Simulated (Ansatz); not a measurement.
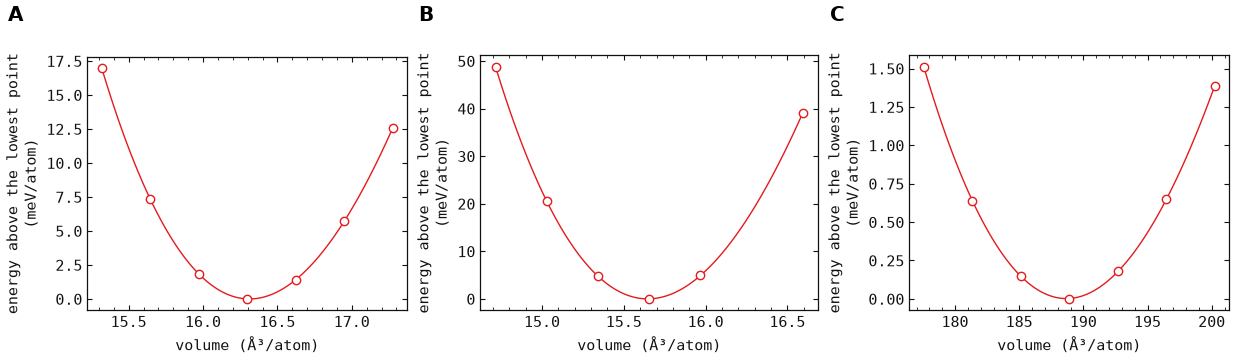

Each panel shows the energy above the lowest point against volume for one of these solids: AgO₃, Pm-3m (No. 221); Cs, Fd-3m (No. 227); Pt, Fm-3m (No. 225).

Method: equation of state of a cubic crystal from periodic Kohn-Sham density functional theory without spin, third-order Birch-Murnaghan fit to the free energies; pressure corrected for the finite basis (Ansatz 0.2.0 development build). Level: PBE.

Q: Which panel belongs to which solid?

A: A is AgO₃ (energy above the lowest point from 0.0 meV/atom to 17.0 meV/atom, V0 16.31 Å³/atom, B0 79.5 GPa); B is Pt (energy above the lowest point from 0.0 meV/atom to 48.7 meV/atom, V0 15.65 Å³/atom, B0 248 GPa); C is Cs (energy above the lowest point from 0.00 meV/atom to 1.51 meV/atom, V0 188.7 Å³/atom, B0 0.681 GPa).

For AgO₃, limits of the calculation: cubic model structure, not the ambient form; no spin polarisation, a magnetic state may lie lower.

For Cs, limits of the calculation: cubic model structure, not the ambient form.
